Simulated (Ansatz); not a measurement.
```
Co
1.0
    -1.36653    1.36653    1.36653
     1.36653   -1.36653    1.36653
     1.36653    1.36653   -1.36653
Co
1
Direct
  0.00000 0.00000 0.00000
```

Space group Im-3m; set up as Co, bcc; a generated structure, not necessarily the stable one.

Level of theory: Ansatz 0.2.0, DFT, LDA (PW92), plane waves (420 eV) with PAW, fully relativistic with spin-orbit coupling.

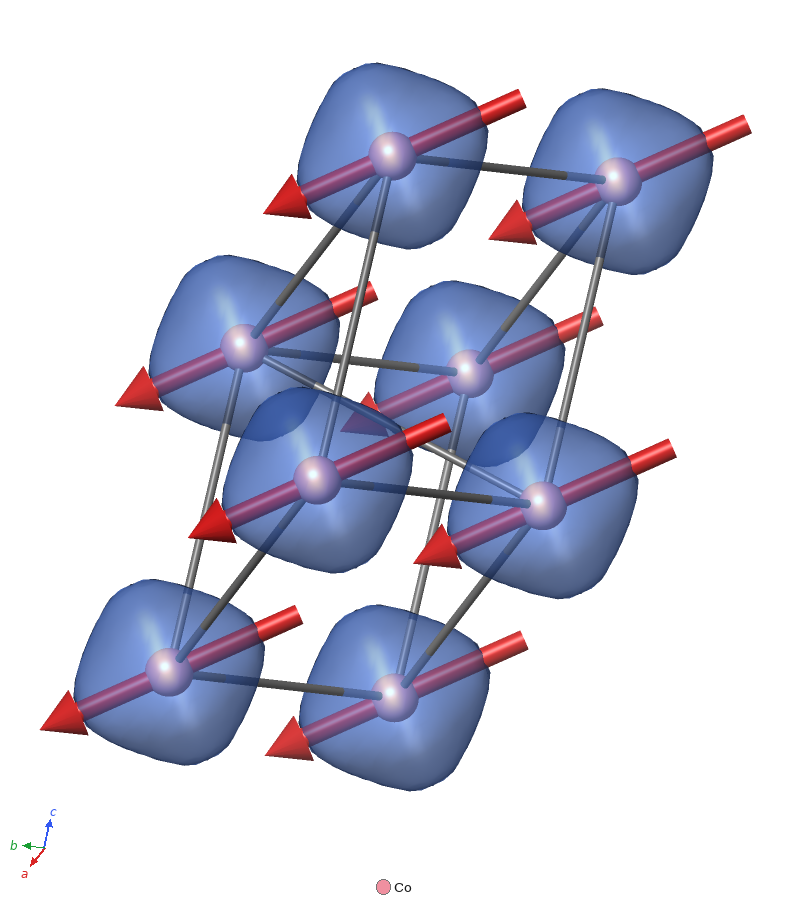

Co. Isosurface of the size of the magnetisation density at 0.4 e/Å³ (blue), with the spin moments of the magnetic sites as arrows; seen at an oblique angle.

> How are the spin moments arranged, and how large are they?

Spin moments: Co 1.7 μB. There is one magnetic site in the cell, along [1 1 0] of the cell.
